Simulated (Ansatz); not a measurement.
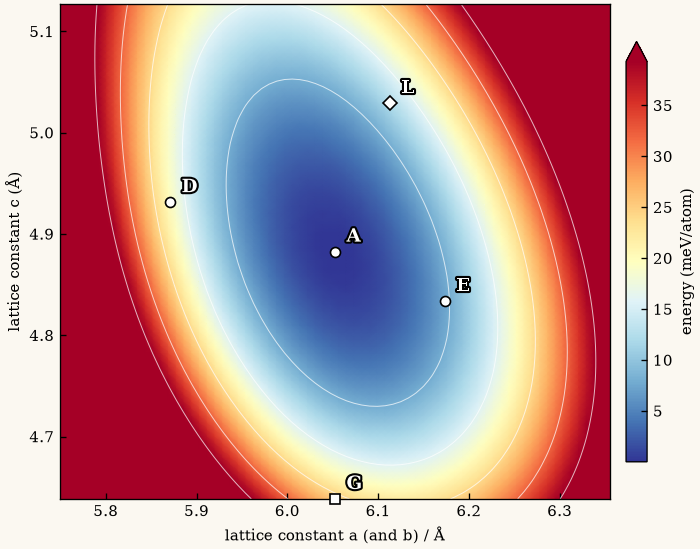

Al₂Cu (I4/mcm, No. 140; 6 atoms in the cell). 
- The energy is mapped over the lattice constants a and c of the conventional cell.
- The first coordinate is: lattice constant a (and b); the second: lattice constant c.
- Nothing is relaxed (fractional coordinates fixed).
- Grid: 11 × 11 points.
- Points are written as (first, second).
- All energies are given in meV/atom relative to the lowest grid point.
- These are results of DFT PBE, scalar-relativistic, plane waves, PAW (Ansatz 0.2.0), not measurements. Settings: cutoff 520 eV, k-mesh 10×10×10, gaussian smearing 0.15 eV, no spin polarisation.

Drawn: a smooth colour map with a few white contour lines, one colour for all values above the top of the scale, lettered points. Between grid points the surface is interpolated.

Question: Is L the lowest point of the computed grid?

Answer: No. L lies 12 meV/atom above the lowest grid point, which is at (6.052 Å, 4.883 Å).

Question: What kind of point is each of A, D, E, L: minimum, saddle, maximum or slope?

Answer: A: minimum; D: on a slope; E: on a slope; L: on a slope. (In these two coordinates alone; a stationary point may lie a little off the grid point.)

PAW datasets: the set soft_1.
